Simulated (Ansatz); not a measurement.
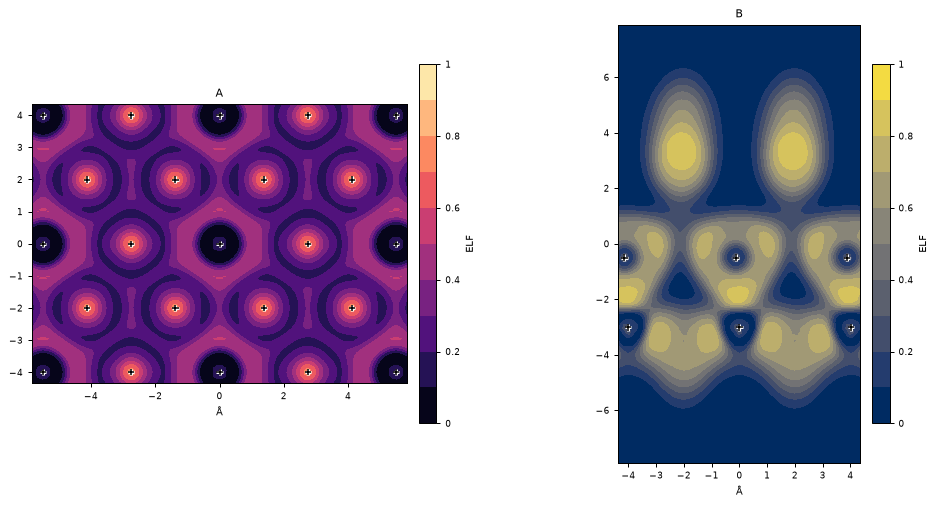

The electron localisation function of 2 systems, each on a plane through atoms (crosses mark nuclei in the plane).

Theory: DFT PBEsol, scalar-relativistic, plane waves, PAW (Ansatz).

System 1: AlNi3, the (011̄) plane of the conventional cell. Space group Fmmm; a structure from a database of computed crystals, not necessarily the ambient phase; changed on purpose from its base cell (strain +0.0187 x Voigt [1, -1, 0, 0, 0, 0], atoms carried along); computed without spin polarisation.

```
Al Ni
1.0
     0.00000   -5.49216    0.00000
     0.00000    0.00000    5.59682
    -5.70148    0.00000    0.00000
Al Ni
4 12
Cartesian
  0.0000 -2.7461 0.0000
  -2.8507 0.0000 0.0000
  -2.8507 -2.7461 2.7984
  0.0000 0.0000 2.7984
  -4.2761 -4.1191 1.3992
  -1.4254 -1.3730 1.3992
  -1.4254 -4.1191 4.1976
  -4.2761 -1.3730 4.1976
  -2.8507 -2.7461 0.0000
  0.0000 0.0000 0.0000
  0.0000 -2.7461 2.7984
  -2.8507 0.0000 2.7984
  -1.4254 -4.1191 1.3992
  -4.2761 -1.3730 1.3992
  -4.2761 -4.1191 4.1976
  -1.4254 -1.3730 4.1976
```

System 2: AlAs (slab), the (100) plane of the calculation cell, a cut from vacuum to vacuum. Not relaxed (largest force 1.3 eV/Å).

```yaml
crystal:
  lattice:
    - [4.01255, 0.00000, 0.00000]
    - [-2.00627, 3.47497, 0.00000]
    - [0.00000, 0.00000, 32.11284]
  atoms:
    - { symbol: As, position: [0.03377, 0.96623, 0.22819] }
    - { symbol: Al, position: [0.36718, 0.63282, 0.24917] }
    - { symbol: As, position: [0.38913, 0.61087, 0.32769] }
    - { symbol: Al, position: [0.72287, 0.27713, 0.35191] }
    - { symbol: As, position: [0.71583, 0.28417, 0.42892] }
    - { symbol: Al, position: [0.04399, 0.95601, 0.45807] }
```

Question: Which map belongs to which system?

Answer: Panel A is system 1, AlNi3: the plane holds Al and Ni. Al–Ni (2.42 Å): the ELF is about 0.40 at the midpoint. Panel B is system 2, AlAs: the plane holds Al and As. Al–As (2.53 Å): the ELF peaks at about 0.85 between the atoms; a covalent bond.
